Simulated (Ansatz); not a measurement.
## Electronic structure of Y in real space

```
CELL_PARAMETERS angstrom
4.94788 0.00000 0.00000
0.00000 4.94788 0.00000
0.00000 0.00000 4.94788
ATOMIC_POSITIONS crystal
Y 0.00000 0.00000 0.00000
Y 0.50000 0.50000 0.00000
Y 0.50000 0.00000 0.50000
Y 0.00000 0.50000 0.50000
```

Space group Fm-3m; changed on purpose from its base cell (equal strain along all axes, cell held, atoms relaxed: -3.0 %); computed pressure about 4 GPa in this cell.

Method: DFT r2SCAN, scalar-relativistic, plane waves, PAW (Ansatz).

In a PAW calculation such maps are meaningful between the atoms, not at the nuclei.

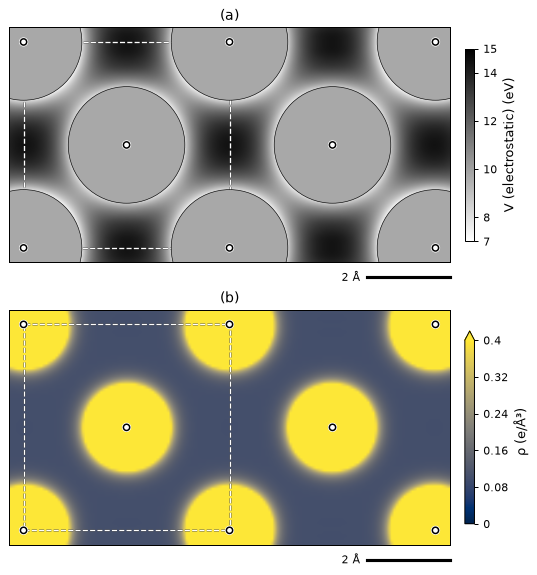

Figure 1. (a) electrostatic potential energy of an electron; (b) valence pseudo-density on the (100) plane of the conventional cell. Circles mark the nuclei in the plane (Y). Grey discs cover the atomic cores in the potential map.

> What do the fields say about this system?

The plane passes through Y nuclei. Y–Y (3.50 Å): the density is about 0.11 e/Å³ at the midpoint. Between the atoms the lowest density in this plane is 0.1 e/Å³. Outside the cores the potential energy rises away from the atoms and is highest about 2.4 Å from the nearest atoms; its zero is arbitrary.

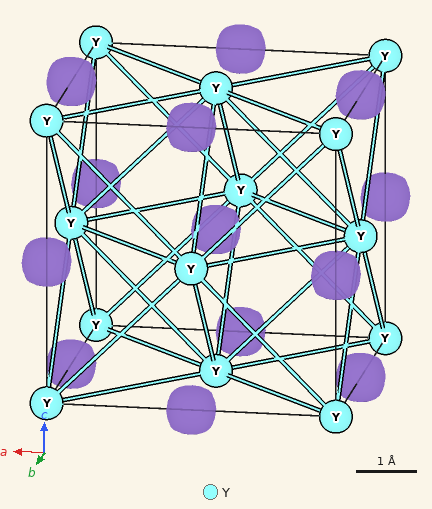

Figure 2. Isosurface of the ELF at 0.7 (purple), seen at an oblique angle. Only the valence region is drawn (cores and ρ < 0.01 e/Å³ removed). Sticks mark near contacts.

> Identify the bonds, lone pairs and shells in this picture.

The ELF exceeds this value in four pockets between the atoms, centred on no nucleus (multi-centre or interstitial), counted in one cell of 4 atoms. Regions shared between cells count once. There are no localised bonds or lone pairs at this value. Along the contacts the grid gives the following. Y–Y (3.50 Å): the ELF is about 0.20 at the midpoint (no shared electron pair shows on this line).

> Does the calculation make it a metal, or give it a gap?

It is gapless in this calculation (a metal or semimetal).
